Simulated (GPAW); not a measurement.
**Dielectric function and optical constants of SiC (Moissanite 3C)**

Wanted: where SiC (Moissanite 3C) starts to absorb, how strongly, and its refractive index.

Method: DFT, revPBE, plane-wave PAW (GPAW data sets), scalar-relativistic, RPA, optical limit, in GPAW 26.7.0.

### 1. The starting structure

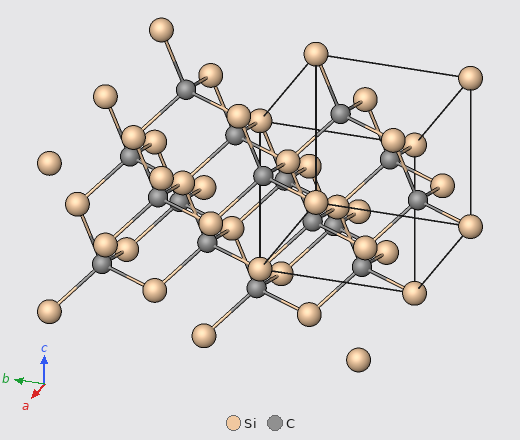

Start, viewed from a free direction; silicon light orange, carbon grey. 2×2×1 cells are drawn. This picture shows the conventional cell, with its axes. Bonds to atoms that aren't drawn are left out. Some periodic images of atoms are drawn too.

As a file:

```cif
data_structure
_symmetry_space_group_name_H-M 'P 1'
_symmetry_Int_Tables_number 1
_cell_length_a 3.0816
_cell_length_b 3.0816
_cell_length_c 3.0816
_cell_angle_alpha 60.000
_cell_angle_beta 60.000
_cell_angle_gamma 60.000
_cell_volume 20.69
loop_
_atom_site_label
_atom_site_type_symbol
_atom_site_fract_x
_atom_site_fract_y
_atom_site_fract_z
_atom_site_occupancy
Si1 Si 0.00000 0.00000 0.00000 1
C2 C 0.75000 0.75000 0.75000 1
```

### 2. Bands for the response

The response needs many more empty bands than the density does.

This step: DFT, revPBE, plane-wave PAW (GPAW data sets), scalar-relativistic, bands at fixed density (GPAW 26.7.0).

Contents of nscf.py:

```python
from ase.dft.bandgap import bandgap
from gpaw import GPAW, FermiDirac

calc = GPAW('gs.gpw').fixed_density(kpts={'size': (16, 16, 16), 'gamma': True}, nbands=22, convergence={'bands': 16},
                                    occupations=FermiDirac(0.001), txt='nscf.txt')
print('gap (eV)', bandgap(calc, output=None)[0])
print('direct gap (eV)', bandgap(calc, direct=True, output=None)[0])
calc.write('full.gpw', mode='all')
```

Command:

```
$ OMP_NUM_THREADS=1 python nscf.py
```

Numbers of over 12 decimals in the logs are rounded to 6 here.

Log:

```text
Diagonalizing LCAO Hamiltonian
Converting LCAO to pw mode
convergence criteria:
- Maximum integral of absolute [eigenst]ate change: 4e-08 eV^2 / valence electron
maximum number of iterations: 150

SCF iterations
|iter     |      energy | eigst |  dens |
|iter:   1||             | +2.90 |       |
|iter:   2||             | +1.13 |       |
|iter:   3||             | -1.28 |       |
|iter:   4||             | -3.04 |       |
|iter:   5||             | -5.05 |       |
|iter:   6||             | -6.57 |       |
|iter:   7||             | -7.75c|       |
SCF steps: 7
  __  _  _
 | _ |_)|_||  |
 |__||  | ||/\| - 26.7.0

Versions:
  Python: 3.12.14
  ASE:    3.29.0
  Numpy:  2.5.5
  Scipy:  1.18.1
  Libxc:  7.0.0

Input parameters:
  mode=PW(ecut=500.0),
  convergence={'bands': 16},
  gpts=array([16, 16, 16]),
  kpts=MonkhorstPack(size=(16, 16, 16), gamma=True),
  maxiter=150,
  nbands=22,
  occupations=Occupations(name='fermi-dirac', width=0.001, fixmagmom=False),
  parallel={},
  xc=XC(name='revPBE')

--- standard output ---
gap (eV) 1.353565
direct gap (eV) 4.548912
```

The job ended after 17 s (1 thread of Arm Neoverse V2, shared host; peak memory 0.17 GiB).

Read-outs, printed or worked out from the files:

- gap on the k-mesh: 1.354 eV
- direct gap on the mesh: 4.549 eV

### 3. Dielectric function, RPA

Transitions between filled and empty bands, summed over the zone, give the optical response, so mesh, band count and broadening shape it.

The induced potential is part of this response.

This step: DFT, revPBE, plane-wave PAW (GPAW data sets), scalar-relativistic, RPA, optical limit (GPAW 26.7.0).

Contents of df.py:

```python
from gpaw.response.df import DielectricFunction

df = DielectricFunction('full.gpw', frequencies={'type': 'nonlinear', 'domega0': 0.03, 'omega2': 8},
                        ecut=80,
                        eta=0.15,
                        nbands=16,
                        txt='df.txt')
for direction in ['x']:
    df.get_dielectric_function(xc='RPA', direction=direction, filename=f'df_{direction}.csv')
```

Command:

```
$ OMP_NUM_THREADS=1 python df.py
```

Log:

```text
Using integrator: PointIntegrator
NonLinearFrequencyDescriptor(from 0.000 to 49.845 eV, 465 points)
Nonperiodic BCs:  [False False False]
Using integrator: PointIntegrator
NonLinearFrequencyDescriptor(from 0.000 to 49.845 eV, 465 points)
Nonperiodic BCs:  [False False False]

Calculating chi0 body with:
    Ground state adapter containing:
    Number of spins: 1
    Number of kpoints: 4096
    Number of irreducible kpoints: 145
    Number of completely occupied states: 4
    Number of partially occupied states: 4

    Linear response parametrization:
    q_c: [0.0, 0.0, 0.0]
    Number of frequency points: 465
    Planewave cutoff: 80.0
    Number of bands: 16
    Number of planewaves: 27
    Broadening (eta): 0.15

Integrating chi0 body.

Symmetries of q_c:
    Direct symmetries (Uq -> q): 24
    Indirect symmetries (TUq -> q): 24
In total 48 allowed symmetries.

145 groups of equivalent kpoints. 96.4599609375% reduction.

Integral kind: spectral function

Calculating chi0 optical extensions with:
    Ground state adapter containing:
    Number of spins: 1
    Number of kpoints: 4096
    Number of irreducible kpoints: 145
    Number of completely occupied states: 4
    Number of partially occupied states: 4

    Linear response parametrization:
    Number of frequency points: 465
    Planewave cutoff: 80.0
    Number of bands: 16
    Number of planewaves: 27
    Broadening (eta): 0.15
Integrating chi0 head and wings.

Symmetries of q_c:
    Direct symmetries (Uq -> q): 24
    Indirect symmetries (TUq -> q): 24
In total 48 allowed symmetries.

145 groups of equivalent kpoints. 96.4599609375% reduction.

Integral kind: spectral function wings
```

Run time: 3.5 s. Hardware: 1 thread; peak memory 0.21 GiB.

This step gave:

| Property | Result |
| --- | --- |
| electronic dielectric constant ε∞, mean over x, y and z (by symmetry where fewer were run) | 6.599 |
| main peak of Im epsilon, first axis | 6.922 eV |
| centre of weight of the strongest loss peak in the window | 22.82 eV |

The Im ε, E ∥ x has structure finer than the step of the table below, so its rows give means over 2.5 eV, whole bins alone (the curve runs from 0 to 29.9 eV). Peaks (eV: height): 6.93: 19.7, 8.33: 13.0.

Values under the direct gap are tails of Lorentzian lines. The Im ε, E ∥ x by photon energy; means over each step:

```csv
photon energy (eV),"Im ε, E ∥ x"
2.5,0.120
5.0,3.60
7.5,12.9
10.0,6.29
12.5,2.64
15.0,1.39
17.5,0.664
20.0,0.342
22.5,0.256
25.0,0.211
27.5,0.117
```

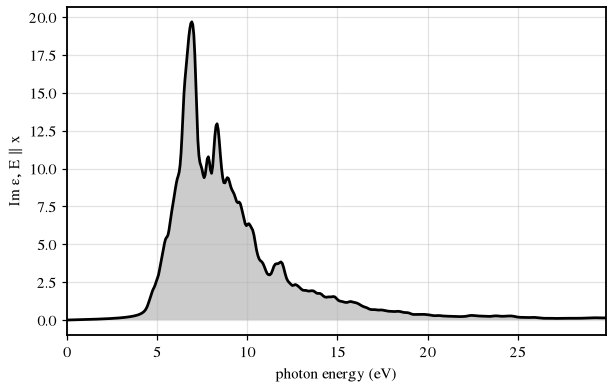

Im ε, E ∥ x against photon energy.

Table of Re ε, E ∥ x by photon energy:

```
photon energy (eV)  Re ε, E ∥ x
                 0         6.60
                 2         7.05
                 4         9.27
                 6         13.4
                 8         1.41
                10        -3.23
                12        -2.95
                14        -1.67
                16        -1.23
                18       -0.682
                20       -0.344
                22       0.0316
                24        0.137
                26        0.233
                28        0.407
```

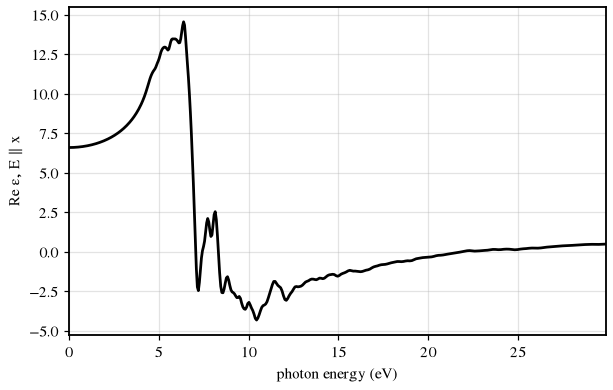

Re ε, E ∥ x, plotted against photon energy.

The loss function −Im 1/ε at q → 0, E ∥ x has structure finer than the step of the table below, so its rows give means over 2.5 eV, whole bins alone (the curve runs from 0 to 29.9 eV). Peaks (eV: height): 21.89: 4.38, 24.97: 3.37.

Values under the direct gap are tails of Lorentzian lines. The loss function −Im 1/ε at q → 0, E ∥ x by energy loss; means over each step:

| energy loss (eV) | loss function −Im 1/ε at q → 0, E ∥ x |
| --- | --- |
| 2.5 | 0.00203 |
| 5.0 | 0.0182 |
| 7.5 | 0.0738 |
| 10.0 | 0.124 |
| 12.5 | 0.224 |
| 15.0 | 0.355 |
| 17.5 | 0.608 |
| 20.0 | 1.67 |
| 22.5 | 3.58 |
| 25.0 | 2.63 |
| 27.5 | 0.836 |

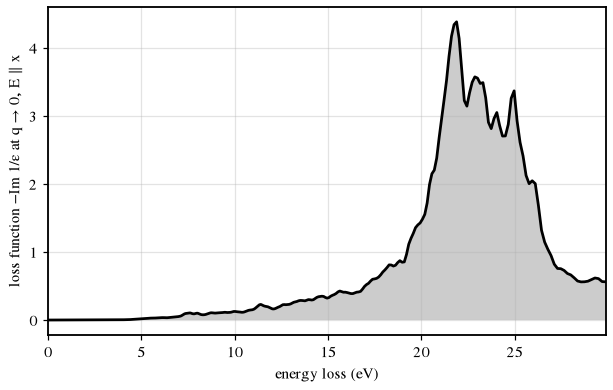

Loss function −Im 1/ε at q → 0, E ∥ x, plotted against energy loss.

Refractive index n and extinction k against photon energy:

```
photon energy (eV)      n       k
                 0   2.57       0
                 2   2.65  0.0140
                 4   3.05  0.0595
                 6   3.83    1.11
                 8   2.38    2.06
                10   1.39    2.27
                12  0.910    1.94
                14  0.613    1.43
                16  0.476    1.21
                18  0.323   0.886
                20  0.272   0.646
                22  0.366   0.320
                24  0.463   0.278
                26  0.509   0.163
                28  0.645  0.0925
```

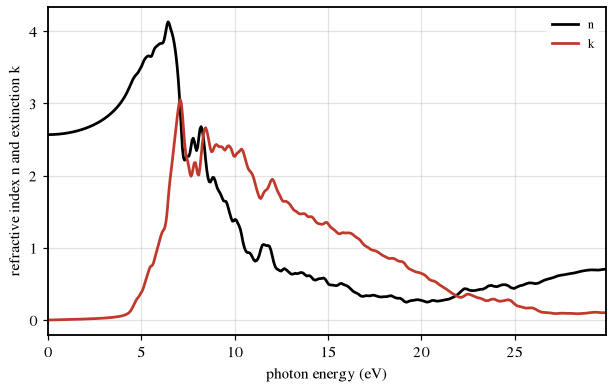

Refractive index n and extinction k, plotted against photon energy.

The reflectivity at normal incidence, E ∥ x has structure finer than the step of the table below, so its rows give means over 2 eV, whole bins alone (the curve runs from 0 to 29.9 eV). Peaks (eV: height): 7.1: 52.7, 10.5: 56.4, 12.2: 54.8, 16.7: 55.3, 19.1: 53.3.

Table of reflectivity at normal incidence, E ∥ x by photon energy; means over each step:

| photon energy (eV) | reflectivity at normal incidence, E ∥ x (%) |
| --- | --- |
| 2 | 20.6 |
| 4 | 26.1 |
| 6 | 39.1 |
| 8 | 44.6 |
| 10 | 50.9 |
| 12 | 49.1 |
| 14 | 47.6 |
| 16 | 50.1 |
| 18 | 49.5 |
| 20 | 47.1 |
| 22 | 28.5 |
| 24 | 16.7 |
| 26 | 11.4 |
| 28 | 5.04 |

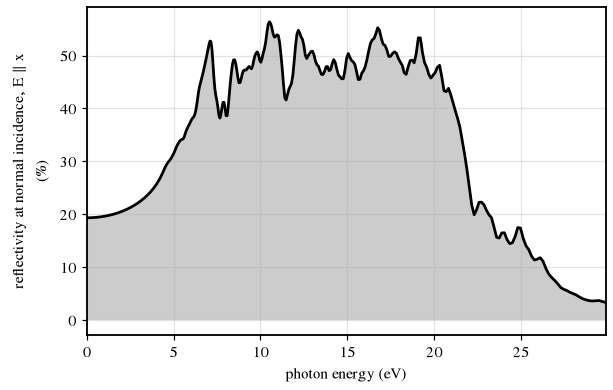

Reflectivity at normal incidence, E ∥ x against photon energy.

Optical constants at common wavelengths, from n + ik = √ε:

| wavelength (nm) | n | k | R (%) | 1/α |
| --- | --- | --- | --- | --- |
| 800 | 2.62 | 0.010 | 20.0 | 6.3 µm |
| 633 | 2.65 | 0.014 | 20.4 | 3.7 µm |
| 532 | 2.69 | 0.017 | 21.0 | 2.4 µm |
| 450 | 2.74 | 0.023 | 21.7 | 1.6 µm |
| 405 | 2.80 | 0.028 | 22.4 | 1.2 µm |
| 308 | 3.06 | 0.061 | 25.7 | 400 nm |
| 248 | 3.51 | 0.380 | 31.4 | 52 nm |

Below the direct gap, k and the depth come from the tails of the Lorentzian lines, not from transitions.

Rows near the edge hang on the gap, which this functional as a rule makes too small, and phonon-assisted absorption is left out.

### 4. Summary of results

* electronic dielectric constant ε∞, mean over x, y and z (by symmetry where fewer were run) (RPA): 6.60
* main peak of Im epsilon, first axis: 6.92 eV
* centre of weight of the strongest loss peak in the window, first axis: 22.8 eV

**Reading.** At this level (revPBE, RPA) SiC has ε∞ = 6.60 and n = 2.58 at 1550 nm, and Im ε peaks at 6.9 eV. On the mesh the gap is 1.35 eV and the least direct gap 4.55 eV, so on this mesh the band edges lie at different points. Local fields change the static value along x from 7.08 to 6.60 (-7 %). Distinct maxima of Im ε, read by a parabola through the highest points, lie at 6.92 eV (20), 7.83 eV (11), 8.32 eV (13) and 11.86 eV (3.8). Excitons and phonon-assisted transitions are missing; revPBE gaps are as a rule too small, which pulls the onset down and ε∞ up. The sum runs over mesh points, so small or evenly spaced maxima can still be ripples of the mesh. Besides steps told in other documents, this task had 2 runs with a known fault of program or setting; those not told in a step above aren't shown.

[Machine, clock and banner lines and Python warnings are left out of the logs.]

[Logs are printed without paths, hosts, clocks, repeated set-up lines and the standing remarks that a program may print on its own settings, such as how far it seeks lower states.]

[Hosts, paths, dates, database ids (printed as entryN), source tags and the programs' standing remarks are cut or masked in the printed files.]
